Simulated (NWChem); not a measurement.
# C3H9N (propylamine): levels of theory compared

Wanted: a comparison of 4 runs (HF/STO-3G, HF/3-21G, B3LYP/6-31G*) of C3H9N (propylamine). 

The results are computed with NWChem 7.3.0.

**1. The system as given**

C3H9N: 13 atoms, total charge 0, spin state singlet. SMILES: `CCCN`. Geometry: relaxed at PBE0-D4/def2-TZVP. This is one conformer, not always the lowest.

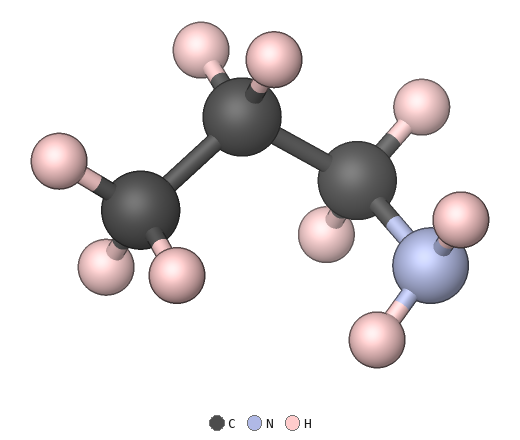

Viewed from a chosen angle; carbon dark grey, nitrogen light blue, hydrogen pink.

**2. Energy and gradient at HF/STO-3G (run 1)**

The input, run.py:

```python
from ase import Atoms
from ase.calculators.nwchem import NWChem

system = Atoms(['C', 'C', 'C', 'N', 'H', 'H', 'H', 'H', 'H', 'H', 'H', 'H', 'H'], positions=[
    [-1.377900, 0.221800, 0.509700],
    [-0.298300, -0.788700, 0.163000],
    [1.099100, -0.182300, 0.067600],
    [1.304000, 0.822500, -0.961500],
    [-2.359000, -0.251500, 0.588100],
    [-1.167200, 0.709300, 1.466500],
    [-1.456900, 1.003200, -0.251000],
    [-0.539700, -1.277600, -0.788900],
    [-0.282600, -1.582700, 0.918600],
    [1.361700, 0.270300, 1.030600],
    [1.826800, -0.983100, -0.098000],
    [1.066200, 0.451400, -1.873800],
    [0.709100, 1.626300, -0.805800],
])

calc = NWChem(
    label='geom',
    theory='scf',
    memory='2200 mb',
    basis='STO-3G',
    basispar='spherical bse',
    scf={'nopen': '0', 'rhf': None, 'thresh': '1e-08', 'maxiter': '80'},
)
system.calc = calc

forces = system.get_forces()
print("Total energy (eV):", round(system.get_potential_energy(), 6))
print("forces (eV/A):")
for s, f in zip(system.symbols, forces):
    print(f"{s:2s} {f[0]:10.5f} {f[1]:10.5f} {f[2]:10.5f}")
print("dipole (e A):", system.get_dipole_moment().round(4))
```

Command:

```bash
$ export ASE_NWCHEM_COMMAND="nwchem PREFIX.nwi > PREFIX.nwo"
$ python run.py
```

Standard output:

```text
Total energy (eV): -4658.369409
forces (eV/A):
C    -0.94308    0.96370    0.33856
C    -0.41205   -1.51335   -0.30709
C     1.00211   -0.35502    1.07313
N     1.27018    0.55335   -0.27125
H     0.29727    0.02391   -0.02489
H    -0.03574   -0.17504   -0.31295
H     0.06793   -0.25526    0.21474
H     0.02077    0.20574    0.28452
H    -0.00134    0.30591   -0.19643
H    -0.10382   -0.04762   -0.16789
H    -0.16553    0.04849   -0.04901
H    -0.34293   -0.38273   -0.75169
H    -0.65378    0.62791    0.17021
dipole (e A): [-0.2978 -0.0865 -0.0061]
```

The calculator wrote geom.nwi:

```
title "geom"

permanent_dir geom

scratch_dir geom

start geom

geometry units angstrom nocenter noautosym noautoz
  C  -1.3778999999999999e+00 2.2180000000000000e-01 5.0970000000000004e-01
  C  -2.9830000000000001e-01 -7.8869999999999996e-01 1.6300000000000001e-01
  C  1.0991000000000000e+00 -1.8229999999999999e-01 6.7599999999999993e-02
  N  1.3040000000000000e+00 8.2250000000000001e-01 -9.6150000000000002e-01
  H  -2.3590000000000000e+00 -2.5150000000000000e-01 5.8809999999999996e-01
  H  -1.1672000000000000e+00 7.0930000000000004e-01 1.4664999999999999e+00
  H  -1.4569000000000001e+00 1.0032000000000001e+00 -2.5100000000000000e-01
  H  -5.3969999999999996e-01 -1.2776000000000001e+00 -7.8890000000000005e-01
  H  -2.8260000000000002e-01 -1.5827000000000000e+00 9.1859999999999997e-01
  H  1.3616999999999999e+00 2.7029999999999998e-01 1.0306000000000000e+00
  H  1.8268000000000000e+00 -9.8309999999999997e-01 -9.8000000000000004e-02
  H  1.0662000000000000e+00 4.5140000000000002e-01 -1.8737999999999999e+00
  H  7.0909999999999995e-01 1.6263000000000001e+00 -8.0579999999999996e-01
end

memory 2200 mb

basis spherical bse noprint
   * library STO-3G
end

scf
  nopen 0
  rhf
  thresh 1e-08
  maxiter 80
end

task scf gradient
```

geom.nwo:

```text
Northwest Computational Chemistry Package (NWChem) 7.3.0
             --------------------------------------------------------

           Job information
           ---------------

    nwchem branch   = 7.3.0
    use scalapack   = T
    input           = geom.nwi
    prefix          = geom.
    data base       = geom/geom.db
    status          = startup
    nproc           =        1

           Memory information
           ------------------

    heap     =     72089594 doubles =      550.0 Mbytes
    stack    =     72089599 doubles =      550.0 Mbytes
    global   =    144179200 doubles =     1100.0 Mbytes (distinct from heap & stack)
    total    =    288358393 doubles =     2200.0 Mbytes
    verify   = yes
    hardfail = no

[... 143 lines left out ...]
 Convergence threshold     :          1.000E-08
[... 12 lines left out ...]
       Final RHF  results
[... 3 lines left out ...]
      One-electron energy =   -496.263238458175
[... 1 line left out ...]
 Nuclear repulsion energy =    133.634743534250
[... 35 lines left out ...]
                       ROHF Final Molecular Orbital Analysis
[... 219 lines left out ...]
                         RHF ENERGY GRADIENTS

    atom               coordinates                        gradient
                 x          y          z           x          y          z
   1 C      -2.603853   0.419141   0.963193    0.018340  -0.018741  -0.006584
   2 C      -0.563705  -1.490427   0.308025    0.008013   0.029430   0.005972
   3 C       2.076998  -0.344497   0.127745   -0.019488   0.006904  -0.020869
[... 9 lines of this table left out ...]
  13 H       1.340005   3.073261  -1.522741    0.012714  -0.012211  -0.003310

                 ----------------------------------------
                 |  Time  |  1-e(secs)   |  2-e(secs)   |
                 ----------------------------------------
                 |  CPU   |       0.00   |       0.13   |
                 ----------------------------------------
                 |  WALL  |       0.00   |       0.13   |
                 ----------------------------------------

 Task  times  cpu:        1.6s     wall:        1.6s
 Total times  cpu:        1.6s     wall:        1.6s
```

It took 2.5 s on 1 thread of Intel Xeon 6975P-C (Granite Rapids), shared host; peak memory 0.1 GiB.

**3. Energy and gradient at HF/3-21G (run 2)**

The input, c3h9n.nw:

```
start c3h9n
memory stack 880 mb heap 220 mb global 1100 mb

geometry units au noautosym nocenter noautoz
 C  -2.60385363  0.41914125  0.96319341
 C  -0.56370530 -1.49042699  0.30802536
 C   2.07699798 -0.34449707  0.12774549
 N   2.46420287  1.55429974 -1.81697167
 H  -4.45786393 -0.47526612  1.11134793
 H  -2.20568833  1.34038274  2.77128336
 H  -2.75314199  1.89577325 -0.47432126
 H  -1.01988519 -2.41431410 -1.49080494
 H  -0.53403660 -2.99086954  1.73590242
 H   2.57324006  0.51079297  1.94755174
 H   3.45215168 -1.85778975 -0.18519316
 H   2.01482599  0.85302237 -3.54096881
 H   1.34000479  3.07326160 -1.52274131
end

basis spherical bse
 * library 3-21G
end

scf
 singlet
 rhf
 thresh 1e-08
 maxiter 80
end

task scf gradient
```

Command:

```bash
$ nwchem c3h9n.nw > c3h9n.out
```

Standard output:

```text
[...]
  functions       =    54
[...]
  wavefunction    = RHF
[...]
         Total SCF energy =   -172.321263015894
      One-electron energy =   -496.540229273833
      Two-electron energy =    190.584232354461
 Nuclear repulsion energy =    133.634733903479
        Time for solution =      1.6s
[...]
                         RHF ENERGY GRADIENTS
    atom               coordinates                        gradient
                 x          y          z           x          y          z
   1 C      -2.603854   0.419141   0.963193    0.012071  -0.012865  -0.003999
   2 C      -0.563705  -1.490427   0.308025    0.002292   0.019719   0.004392
   3 C       2.076998  -0.344497   0.127745   -0.018463   0.010590  -0.021177
   4 N       2.464203   1.554300  -1.816972    0.015955  -0.010112   0.015931
   5 H      -4.457864  -0.475266   1.111348   -0.005104  -0.001827   0.000412
   6 H      -2.205688   1.340383   2.771283    0.000623   0.002926   0.004948
   7 H      -2.753142   1.895773  -0.474321   -0.001054   0.004488  -0.003617
   8 H      -1.019885  -2.414314  -1.490805   -0.000852  -0.003294  -0.004998
   9 H      -0.534037  -2.990870   1.735902    0.000013  -0.005469   0.004076
  10 H       2.573240   0.510793   1.947552    0.002367   0.002903   0.006211
  11 H       3.452152  -1.857790  -0.185193    0.005045  -0.004950  -0.000634
[...]
```

Wall time 2.4 s (1 thread of Intel Xeon 6975P-C (Granite Rapids), shared host); peak memory 0.1 GiB.

Run 3 isn't shown in full; the table further down has it.

**4. Energy and forces at B3LYP/6-31G(d) (Cartesian functions) (run 4)**

The input, sp.xyz:

```xyz
13
C3H9N B3LYP
C     -1.377900     0.221800     0.509700
C     -0.298300    -0.788700     0.163000
C      1.099100    -0.182300     0.067600
N      1.304000     0.822500    -0.961500
H     -2.359000    -0.251500     0.588100
H     -1.167200     0.709300     1.466500
H     -1.456900     1.003200    -0.251000
H     -0.539700    -1.277600    -0.788900
H     -0.282600    -1.582700     0.918600
H      1.361700     0.270300     1.030600
H      1.826800    -0.983100    -0.098000
H      1.066200     0.451400    -1.873800
H      0.709100     1.626300    -0.805800
```

The input, sp.nw:

```
start sp
title "C3H9N B3LYP"
memory 2200 mb

geometry noautosym nocenter noautoz
 load format xyz sp.xyz
end

basis
 * library 6-31G*
end

dft
 xc b3lyp
 grid xfine
 convergence energy 1e-08
 iterations 100
 mulliken
end

task dft gradient
```

Command:

```bash
$ nwchem sp.nw > sp.out
```

Standard output:

```text
[...]
          Wavefunction type:  closed shell.
          No. of atoms     :    13
          No. of electrons :    34
[...]
          Charge           :     0
          Spin multiplicity:     1
[...]
          AO basis - number of functions:    78
[...]
              XC Information
              --------------
                         B3LYP Method XC Potential
                     Hartree-Fock (Exact) Exchange  0.200
                        Slater Exchange Functional  0.800 local
                    Becke 1988 Exchange Functional  0.720 non-local
              Lee-Yang-Parr Correlation Functional  0.810
                  VWN I RPA Correlation Functional  0.190 local
[...]
 d= 0,ls=0.0,diis     1   -174.4343380676 -3.08D+02  9.15D-03  5.05D-01     4.5
[...]
 d= 0,ls=0.0,diis     8   -174.4835956879 -2.21D-09  1.73D-06  2.45D-08    30.6
         Total DFT energy =     -174.483595687880
      One electron energy =     -498.460443254686
           Coulomb energy =      216.939375964654
    Exchange-Corr. energy =      -26.597271932099
 Nuclear repulsion energy =      133.634743534250
[...]
  wavefunction    = closed shell
                         DFT ENERGY GRADIENTS
    atom               coordinates                        gradient
                 x          y          z           x          y          z
   1 C      -2.603853   0.419141   0.963193    0.003854  -0.002240  -0.001078
   2 C      -0.563705  -1.490427   0.308025    0.000747   0.004824  -0.000059
   3 C       2.076998  -0.344497   0.127745   -0.002840   0.001687  -0.002565
   4 N       2.464203   1.554300  -1.816972   -0.007592  -0.003865   0.001430
   5 H      -4.457864  -0.475266   1.111348    0.002268   0.000860  -0.000292
   6 H      -2.205688   1.340383   2.771283   -0.000135  -0.001200  -0.001964
   7 H      -2.753142   1.895773  -0.474321    0.000095  -0.001825   0.001452
   8 H      -1.019885  -2.414314  -1.490805    0.000725   0.001251   0.001902
   9 H      -0.534037  -2.990869   1.735902    0.000412   0.001854  -0.001454
  10 H       2.573240   0.510793   1.947552   -0.000771  -0.001062  -0.001707
  11 H       3.452151  -1.857790  -0.185193   -0.001718   0.001458   0.000525
[...]
```

Run time: 37 s. Hardware: 1 thread of Intel Xeon 6975P-C (Granite Rapids), shared host; peak memory 0.17 GiB.

**5. Overview of the runs**

| run | level | iteration cap | module | energy (Eh) | dipole moment (D) | HOMO energy (eV) | LUMO energy (eV) | wall time |
| --- | --- | --- | --- | --- | --- | --- | --- | --- |
| 1 | HF/STO-3G | 80 | scf | -171.191920 | 1.49 | -8.52 | 16.31 | 2.5 s |
| 2 | HF/3-21G | 80 | scf | -172.321263 | 1.69 | -10.01 | 6.81 | 2.4 s |
| 3 | B3LYP/6-31G* (spherical functions) | 100 | dft | -174.480427 | 1.38 | -6.14 | 2.13 | 37 s |
| 4 | B3LYP/6-31G* (Cartesian functions) | 100 | dft | -174.483596 | 1.38 | -6.14 | 2.12 | 37 s |

**6. What came out**

```
                       quantity          value
            run 4: total energy  -174.48360 Eh
           run 4: dipole moment         1.38 D
             run 4: HOMO energy       -6.14 eV
             run 4: LUMO energy        2.12 eV
           run 4: HOMO–LUMO gap        8.26 eV
run 4: largest force on an atom     0.444 eV/Å
```

The dipole moment (its size) runs from 1.38 D (B3LYP/6-31G*) to 1.69 D (HF/3-21G). The two ends differ in method and basis. The HOMO–LUMO gap runs from 8.26 eV (B3LYP/6-31G*) to 24.83 eV (HF/STO-3G). In run 1 the basis is minimal, so the values are rough. All runs together took 79 s, the longest 37 s.
